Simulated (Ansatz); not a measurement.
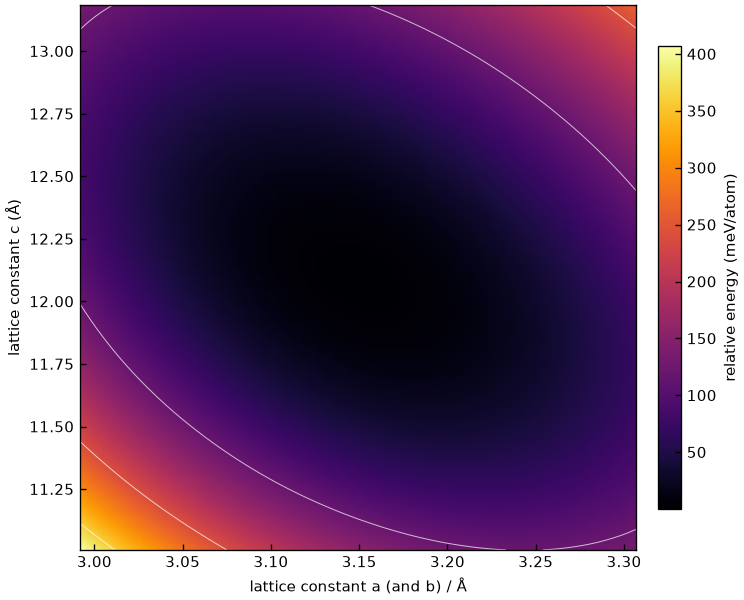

MoS₂ (P6_3/mmc, No. 194; 6 atoms in the cell). The energy is mapped over the lattice constants a and c of the conventional cell. Coordinates scanned: (1) lattice constant a (and b); (2) lattice constant c. Nothing is relaxed (fractional coordinates fixed). The scan uses an 11 × 11 grid. Points are written as (first, second). All energies are given in meV/atom relative to the lowest grid point. The band gap closes in part of the range. Method: Ansatz 0.2.0, DFT PBE+D3(BJ), scalar-relativistic, plane waves, PAW. Settings: cutoff 420 eV, k-mesh 12×12×4 in the order of the run's cell vectors, gaussian smearing 0.05 eV, no spin polarisation.

Drawn: a smooth colour map with a few white contour lines. Between grid points the surface is interpolated.

The lowest grid point is at (3.149 Å, 12.096 Å). It is the only kind of minimum in the scanned range. The highest grid point, (2.992 Å, 11.007 Å), lies 407 meV/atom above the lowest. Round the minimum the valley is somewhat tilted: raising lattice constant a (and b) shifts the best value of lattice constant c downwards (coupling k₁₂/√(k₁₁k₂₂) about 0.4).

The level of theory is changed to Ansatz 0.2.0, DFT LDA+D3(BJ), scalar-relativistic, plane waves, PAW; with it change the cell, relaxed at the new level (first cell vector 3.085 Å, before 3.149 Å); the new grid has 11 × 11 points, laid about the new relaxed structure.

Question: What will the new map look like?

Answer: The minimum (interpolated where it lies between grid points) moves from (3.149 Å, 12.096 Å) to (3.085 Å, 11.487 Å). The curvature at the minimum changes from about 46 to 51 eV/Å² along lattice constant a (and b) and from about 1.4 to 1.7 eV/Å² along lattice constant c (per cell).

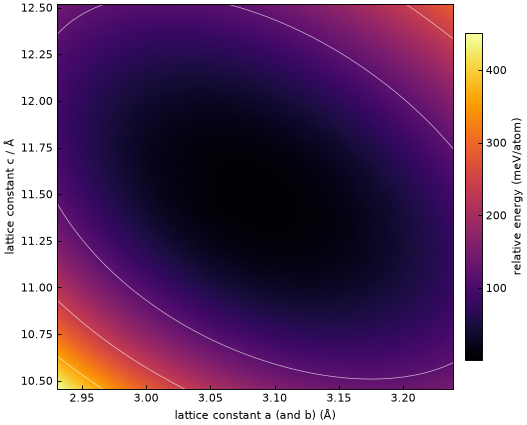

The map after the change, on a colour scale of its own. The picture shows a smooth colour map with a few white contour lines. Between grid points the surface is interpolated.

PAW datasets: the set soft_1.
